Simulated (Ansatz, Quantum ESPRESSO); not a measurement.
# 1T-SnS2, 1 layer: the gap on the mesh at a withheld member of a series

Method. Quantum ESPRESSO 7.5, PBE, SG15 norm-conserving. Cell and atoms are relaxed under PBE (GBRV files) and held. Screened hybrids with norm-conserving files, screening 0.106 per bohr, fixed occupations, a 9×9×1 mesh with exchange on 3×3×1 q points. Levels count from the potential in the middle of the vacuum. The series steps the share of short-range exact exchange (0.25 is HSE06, 0 is PBE).

```
share of short-range exact exchange  gap on the mesh (eV)
                                  0                 1.618
                                0.1                 1.893
                               0.15                 2.035
                                0.2                 2.179
                               0.25                 2.325
                                0.3                 2.473
```

One more run was made and is withheld. What is the gap on the mesh at 0.4?

By hand: The rows at 0.25 and 0.3 give a slope of (2.473 − (2.325))/(0.3 − (0.25)) = 2.96, so a straight line gives 2.769 eV. A parabola through these and the row at 0.2 gives 2.775 eV.

What the calculation gave: 2.776 eV. The line misses by −0.007 and the parabola by −0.001 eV. Both misses are under 5 % of the step from the nearer row.

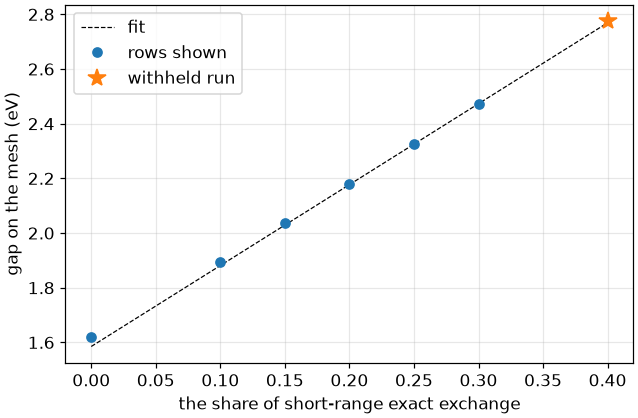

The rows shown, the fit and the withheld run.

Caveats: Gaps are those of the mesh; no spin-orbit coupling; the q mesh was not tested; the geometry stays that of PBE.

[Logs are printed without paths, hosts, clocks, repeated set-up lines and the standing remarks that a program may print on its own settings, such as how far it seeks lower states.]
